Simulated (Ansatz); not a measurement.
# Sr$_{8}$Ti$_{8}$HO$_{24}$ (charge +1): single-point calculation (part 2 of 2)

Continued. System: Sr$_{8}$Ti$_{8}$HO$_{24}$ (defect cell, 41 atoms in the cell, total charge +1). Method: DFT PBE, scalar-relativistic, plane waves, PAW, spin-polarised (Ansatz 0.2.0); cutoff 420 eV, 2×2×2 k-mesh, Gaussian smearing of 0.05 eV, collinear spins. The structure derives from an entry of the Crystallography Open Database.

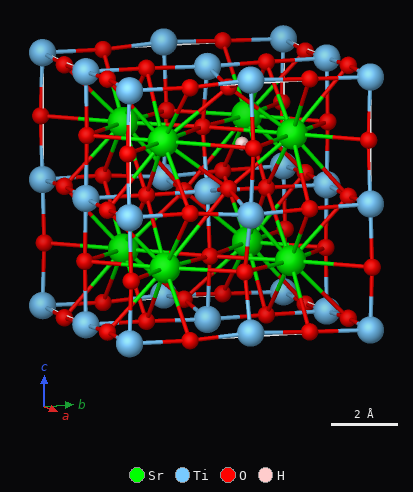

*The input geometry (ball-and-stick view of the cell of the calculation, seen slightly off an axis). An atom can appear more than once, as a periodic image.*

Output, continued
```
  k-point 0 ↑: bands = ["-46.3605", "-46.3591", "-46.3591", "-46.3578", "-46.3500", "-46.3476", "-46.2975", "-46.2959", "-22.8038", "-22.7375", "-22.7274", "-22.7066", "-22.6985", "-22.6975", "-22.6971", "-22.6652", "-22.6642", "-22.6641", "-22.6598", "-22.6521", "-22.6374", "-22.6271", "-22.6235", "-22.6215", "-22.5962", "-22.5927", "-22.5887", "-22.5781", "-22.5742", "-22.5691", "-22.5635", "-22.5223", "-22.4029", "-22.3739", "-22.3579", "-22.3405", "-22.3181", "-22.3119", "-22.3115", "-22.3030",
      "-9.3523", "-7.6025", "-7.5368", "-7.5091", "-7.2402", "-6.9308", "-6.7027", "-6.6603", "-6.6320", "-6.5248", "-6.5019", "-6.4745", "-6.4588", "-6.4192", "-6.4133", "-6.4117", "-6.3392", "-6.2855", "-6.2534", "-6.0705", "-6.0268", "-5.9846", "-5.9501", "-5.9371", "-4.7018", "-4.6772", "-4.5750", "-4.4239", "-4.3941", "-4.3856", "-4.3836", "-4.3632", "-4.3600", "-4.3401", "-4.3385", "-4.3238", "-4.3230", "-4.2853", "-4.2752", "-4.0931",
      "-4.0438", "-4.0290", "-4.0041", "-3.9375", "-3.9329", "-3.8393", "-3.8104", "-3.7703", "3.3409", "5.1161", "5.3909", "5.4049", "5.5191", "5.5531", "5.5799", "5.6359", "5.7307", "5.7753", "5.8274", "5.8312", "5.8787", "5.9971", "6.0370", "6.1540", "6.3373", "6.4537", "6.5284", "6.8055", "6.9597", "7.0871", "7.1949", "7.1956", "7.1983", "7.2224", "7.2399", "7.2487", "7.2905", "7.2993", "7.3051", "7.3163",
      "7.3223", "7.4827", "7.4970", "7.5540", "7.6513", "7.6858", "7.7320", "7.7836", "7.7951", "7.8355", "7.8758", "7.9563", "8.0611", "8.2236", "8.2563", "8.3451", "8.3482", "8.3976", "8.5339", "8.5400", "8.5800", "8.5834", "8.8508", "8.9117", "8.9141", "9.0817", "9.1606", "9.2875", "9.2925", "9.3323", "9.3779", "9.4251", "9.6158", "9.6507", "9.6678", "9.8142", "9.8612", "9.9616", "9.9976", "10.0141",
      "11.9545", "12.0067", "12.0807", "12.1236", "12.2038", "12.4954", "13.5975", "13.6808", "13.6915", "13.7457", "13.7771", "13.7972", "13.8127", "13.8142", "13.8456", "13.8852", "13.9400", "13.9727", "13.9989", "14.2755", "14.3307", "14.3712", "14.4300", "14.5006", "14.5207", "14.5277", "14.5364", "14.5488", "14.8440", "15.3309", "15.3412", "15.4281", "15.6810", "15.8683", "16.2382", "16.4511", "16.5250", "16.6708", "17.1044", "17.1142",
      "17.2189", "17.3635"]
  k-point 1 ↑: bands = ["-46.3598", "-46.3598", "-46.3585", "-46.3584", "-46.3497", "-46.3479", "-46.2971", "-46.2963", "-22.7770", "-22.7268", "-22.7156", "-22.7145", "-22.6871", "-22.6865", "-22.6860", "-22.6851", "-22.6631", "-22.6624", "-22.6616", "-22.6611", "-22.6594", "-22.6570", "-22.6255", "-22.6254", "-22.5916", "-22.5897", "-22.5766", "-22.5758", "-22.5687", "-22.5659", "-22.5642", "-22.5566", "-22.3832", "-22.3717", "-22.3506", "-22.3355", "-22.3303", "-22.3155", "-22.3153", "-22.3044",
      "-9.3183", "-7.4500", "-7.4403", "-7.3965", "-7.2132", "-7.1725", "-7.0366", "-6.8003", "-6.4874", "-6.4446", "-6.4387", "-6.4169", "-6.3656", "-6.3417", "-6.3039", "-6.2869", "-6.2673", "-6.2592", "-6.2514", "-6.1888", "-6.1682", "-6.1664", "-6.1447", "-6.1067", "-4.4986", "-4.4887", "-4.4217", "-4.4190", "-4.3925", "-4.3762", "-4.3532", "-4.3525", "-4.3467", "-4.3137", "-4.3103", "-4.2933", "-4.2785", "-4.2777", "-4.1819", "-4.1746",
      "-4.1574", "-4.1370", "-4.0543", "-4.0337", "-3.9836", "-3.9338", "-3.8722", "-3.8398", "3.3457", "5.5310", "5.5733", "5.6059", "5.7339", "5.7474", "5.8170", "5.8952", "5.9586", "5.9762", "5.9793", "6.0162", "6.0312", "6.0376", "6.1535", "6.2138", "6.3240", "6.4909", "6.5093", "6.5966", "6.6286", "6.6642", "6.6894", "6.7083", "6.9028", "7.0048", "7.0833", "7.0907", "7.1270", "7.2157", "7.2381", "7.2739",
      "7.3099", "7.3896", "7.4427", "7.5019", "7.5501", "7.6036", "7.8080", "8.0666", "8.1085", "8.1133", "8.1421", "8.2006", "8.2492", "8.3008", "8.3317", "8.3693", "8.3907", "8.4482", "8.5014", "8.5796", "8.5968", "8.7014", "8.7184", "8.7249", "8.7422", "8.7611", "9.1360", "9.1710", "9.2832", "9.2925", "9.2937", "9.3140", "9.4056", "9.4181", "9.4331", "9.4446", "9.4633", "9.5814", "9.9991", "10.0143",
      "12.1347", "12.1352", "12.7750", "12.8422", "12.9604", "12.9893", "13.0077", "13.0123", "13.1158", "13.2240", "13.6323", "13.7784", "13.7794", "13.8345", "13.9350", "13.9450", "14.0177", "14.0227", "14.0587", "14.0884", "14.1416", "14.2029", "14.4406", "14.4468", "14.5241", "14.5380", "15.1166", "15.1219", "15.2142", "15.2400", "15.6032", "15.6679", "16.4125", "16.5732", "16.5774", "16.6890", "16.7249", "16.8366", "17.2567", "17.2661",
      "17.3641", "17.4311"]
  k-point 2 ↑: bands = ["-46.3604", "-46.3591", "-46.3591", "-46.3578", "-46.3501", "-46.3476", "-46.2975", "-46.2959", "-22.8016", "-22.7352", "-22.7244", "-22.6985", "-22.6974", "-22.6972", "-22.6750", "-22.6703", "-22.6522", "-22.6452", "-22.6388", "-22.6374", "-22.6373", "-22.6325", "-22.6270", "-22.6235", "-22.6216", "-22.6169", "-22.6033", "-22.5988", "-22.5928", "-22.5697", "-22.5635", "-22.5223", "-22.3812", "-22.3755", "-22.3486", "-22.3388", "-22.3255", "-22.3184", "-22.3137", "-22.3053",
      "-9.3456", "-7.5451", "-7.3059", "-7.3055", "-7.2313", "-7.1316", "-7.1068", "-6.6249", "-6.5231", "-6.4615", "-6.4056", "-6.3880", "-6.3436", "-6.3355", "-6.3337", "-6.3291", "-6.3110", "-6.2464", "-6.2451", "-6.2372", "-6.2294", "-6.2171", "-6.1737", "-6.1216", "-4.5736", "-4.5369", "-4.4802", "-4.4263", "-4.4166", "-4.3971", "-4.3449", "-4.3336", "-4.3021", "-4.2942", "-4.2529", "-4.2422", "-4.2322", "-4.2319", "-4.1887", "-4.1820",
      "-4.1117", "-4.0665", "-4.0518", "-4.0474", "-3.9786", "-3.9680", "-3.9149", "-3.8984", "3.3797", "5.1364", "5.4723", "5.6432", "5.6474", "5.8323", "5.8357", "5.8647", "5.8679", "5.9418", "6.0650", "6.1162", "6.1373", "6.2186", "6.3618", "6.5436", "6.5475", "6.6586", "6.6674", "6.6917", "6.6972", "6.6991", "6.7023", "6.7157", "6.7300", "6.8307", "6.9543", "7.0157", "7.1769", "7.1928", "7.2587", "7.2647",
      "7.2944", "7.3236", "7.3460", "7.3559", "7.4780", "7.5720", "7.7483", "7.8625", "7.9660", "8.1105", "8.1653", "8.1664", "8.1966", "8.3052", "8.3333", "8.3390", "8.4524", "8.5293", "8.5549", "8.5698", "8.5914", "8.5926", "8.7177", "8.7558", "8.7998", "8.8232", "9.1331", "9.1491", "9.3035", "9.3493", "9.3964", "9.4066", "9.4202", "9.4418", "9.4439", "9.4668", "9.4979", "9.5101", "9.5432", "9.8617",
      "11.9615", "12.4799", "12.9376", "12.9430", "13.0198", "13.0311", "13.0510", "13.1371", "13.1454", "13.2169", "13.6155", "13.7127", "13.8004", "13.8160", "13.8647", "13.9016", "13.9603", "13.9812", "13.9973", "14.1130", "14.1194", "14.1336", "14.1357", "14.2722", "14.5259", "14.8318", "15.1527", "15.1601", "15.1746", "15.2475", "15.6939", "15.7320", "16.3287", "16.3392", "16.6970", "16.8645", "16.8778", "16.9067", "17.1758", "17.1768",
      "17.4192", "17.4243"]
  k-point 7 ↓: bands = ["-46.3592", "-46.3591", "-46.3591", "-46.3590", "-46.3498", "-46.3479", "-46.2971", "-46.2963", "-22.7760", "-22.7256", "-22.6890", "-22.6883", "-22.6784", "-22.6765", "-22.6638", "-22.6627", "-22.6610", "-22.6603", "-22.6588", "-22.6570", "-22.6444", "-22.6409", "-22.6407", "-22.6405", "-22.6250", "-22.6202", "-22.6000", "-22.5987", "-22.5849", "-22.5826", "-22.5652", "-22.5564", "-22.3772", "-22.3732", "-22.3440", "-22.3360", "-22.3283", "-22.3167", "-22.3147", "-22.3058",
      "-9.3094", "-7.2704", "-7.2032", "-7.1834", "-7.0799", "-7.0639", "-6.9593", "-6.9161", "-6.6942", "-6.5985", "-6.4940", "-6.4910", "-6.4025", "-6.3932", "-6.3634", "-6.3467", "-6.3401", "-6.3363", "-6.2632", "-6.2467", "-6.2416", "-6.1747", "-6.1728", "-6.1407", "-4.4827", "-4.4553", "-4.4505", "-4.4315", "-4.4249", "-4.4041", "-4.3892", "-4.3646", "-4.3378", "-4.3227", "-4.3139", "-4.3053", "-4.3032", "-4.2068", "-4.1803", "-4.1784",
      "-4.0686", "-4.0346", "-3.9906", "-3.9774", "-3.9716", "-3.9656", "-3.9611", "-3.9518", "3.3487", "5.6338", "5.8818", "5.9868", "6.0295", "6.0362", "6.0706", "6.0874", "6.2840", "6.3686", "6.4528", "6.6039", "6.6570", "6.6643", "6.6784", "6.6810", "6.6870", "6.7279", "6.7476", "6.7580", "6.7593", "6.7634", "6.7921", "6.8693", "6.8872", "6.9408", "6.9593", "7.0603", "7.0837", "7.0840", "7.0989", "7.1161",
      "7.1235", "7.1329", "7.1587", "7.1723", "7.1788", "7.1853", "7.2088", "7.2436", "7.3036", "7.3236", "7.3480", "7.3526", "7.3785", "7.4153", "7.4965", "7.5097", "8.3693", "8.7808", "8.8978", "8.9241", "8.9426", "9.0215", "9.0377", "9.0652", "9.1054", "9.1370", "9.1438", "9.2110", "9.2334", "9.2432", "9.2649", "9.2906", "9.2969", "9.2983", "9.3300", "9.3877", "9.4616", "9.4690", "9.4952", "9.5212",
      "13.0657", "13.1989", "13.3479", "13.3829", "13.3845", "13.4057", "13.4059", "13.4176", "13.4239", "13.4374", "13.4447", "13.4479", "13.4533", "13.4601", "13.4842", "13.4846", "13.4876", "13.5201", "13.5220", "13.5601", "13.5765", "13.6072", "13.6739", "13.7560", "16.0835", "16.1041", "16.2472", "16.2801", "16.4873", "16.4964", "16.5176", "16.5224", "16.5311", "16.5333", "16.5585", "16.5694", "16.5715", "16.5754", "16.6407", "16.6428",
      "17.3073", "17.3855"]
--- Löwdin populations: 41 sites ---
  site symbol       q [e]    m [muB]
     0     Sr      8.2619    -0.0000
     1     Sr      8.2616     0.0000
     2     Sr      8.2615    -0.0000
     3     Sr      8.2574     0.0000
     4     Sr      8.2581     0.0000
     5     Sr      8.2616     0.0000
     6     Sr      8.2613    -0.0000
     7     Sr      8.2617    -0.0000
     8     Ti     10.7843    -0.0000
     9     Ti     10.7790     0.0000
    10     Ti     10.7986    -0.0000
    11     Ti     10.7665    -0.0000
    12     Ti     10.7986    -0.0000
    13     Ti     10.7664     0.0000
    14     Ti     10.7842    -0.0000
    15     Ti     10.7793     0.0000
    16      O      6.8536     0.0000
    17      O      6.8071     0.0000
    18      O      6.8844     0.0000
    19      O      6.8776    -0.0000
    20      O      6.8739     0.0000
    21      O      6.8587    -0.0000
    22      O      6.8733     0.0000
    23      O      6.7661    -0.0000
    24      O      6.8582     0.0000
    25      O      6.8810     0.0000
    26      O      6.8333    -0.0000
    27      O      6.8586     0.0000
    28      O      6.8529     0.0000
    29      O      6.8522    -0.0000
    30      O      6.8593     0.0000
    31      O      6.8599     0.0000
    32      O      6.8811     0.0000
    33      O      6.8580    -0.0000
    34      O      6.8587    -0.0000
    35      O      6.8329    -0.0000
    36      O      6.8594     0.0000
    37      O      6.8599    -0.0000
    38      O      6.8529     0.0000
    39      O      6.8523    -0.0000
    40      H      0.6893     0.0000
  spilling = 0.007698 (of n_electrons = 320.000000)
--- Bader charges: 41 sites ---
  site symbol  charge [e]  shift [e]    m [muB]
     0     Sr      1.6053     0.0000     0.0000
     1     Sr      1.5929     0.0000     0.0000
     2     Sr      1.5938     0.0000     0.0000
     3     Sr      1.5840     0.0000     0.0000
     4     Sr      1.5844     0.0000     0.0000
     5     Sr      1.5938     0.0000     0.0000
     6     Sr      1.5928     0.0000     0.0000
     7     Sr      1.6058     0.0000     0.0000
     8     Ti      2.2526     0.0040     0.0000
     9     Ti      2.2338     0.0047     0.0000
    10     Ti      2.2449     0.0041     0.0000
    11     Ti      2.2490     0.0037     0.0000
    12     Ti      2.2449     0.0041     0.0000
    13     Ti      2.2490     0.0037     0.0000
    14     Ti      2.2526     0.0040     0.0000
    15     Ti      2.2334     0.0048     0.0000
    16      O     -1.2604     0.0014     0.0000
    17      O     -1.2730     0.0011     0.0000
    18      O     -1.2768     0.0013     0.0000
    19      O     -1.2671     0.0010     0.0000
    20      O     -1.2728     0.0014     0.0000
    21      O     -1.2511     0.0012     0.0000
    22      O     -1.2718     0.0013     0.0000
    23      O     -1.2186     0.0026     0.0000
    24      O     -1.2571     0.0012     0.0000
    25      O     -1.2756     0.0013     0.0000
    26      O     -1.2352     0.0017     0.0000
    27      O     -1.2646     0.0015     0.0000
    28      O     -1.2598     0.0014     0.0000
    29      O     -1.2593     0.0014     0.0000
    30      O     -1.2652     0.0014     0.0000
    31      O     -1.2654     0.0014     0.0000
    32      O     -1.2757     0.0013     0.0000
    33      O     -1.2568     0.0012     0.0000
    34      O     -1.2647     0.0015     0.0000
    35      O     -1.2349     0.0018     0.0000
    36      O     -1.2652     0.0014     0.0000
    37      O     -1.2654     0.0014     0.0000
    38      O     -1.2598     0.0014     0.0000
    39      O     -1.2593     0.0014     0.0000
    40      H      0.5425     0.0012     0.0000
  estimated error of the sums over rays = 4.7e-4 e
```

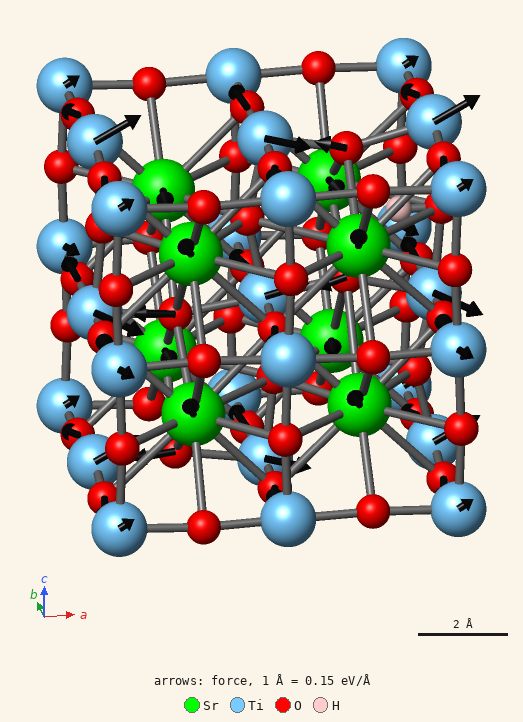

*Forces on the atoms as black arrows (ball-and-stick view of the cell of the calculation, seen at an oblique angle); the smallest are left out.*

The largest act on Ti10 (0.19 eV/Å); Ti16 (0.18 eV/Å); Ti12 (0.17 eV/Å); O32 (0.17 eV/Å), among others. Atoms are counted from 1 in the order of the input and aren't labelled in the picture. The geometry is not a stationary point of this energy.

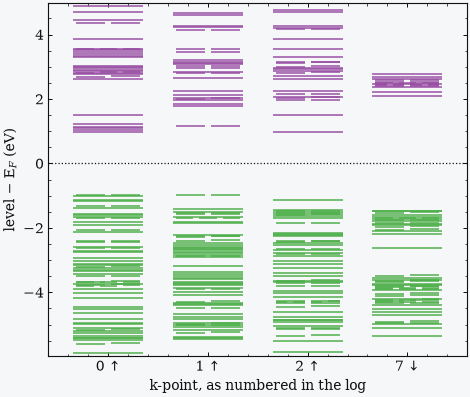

*Kohn–Sham levels near the Fermi level (dotted) at the few k-points that the log prints; levels within 0.02 eV of each other stand side by side.*

Among these points the highest filled and lowest empty levels are 1.94 eV apart, which is the gap on the mesh.
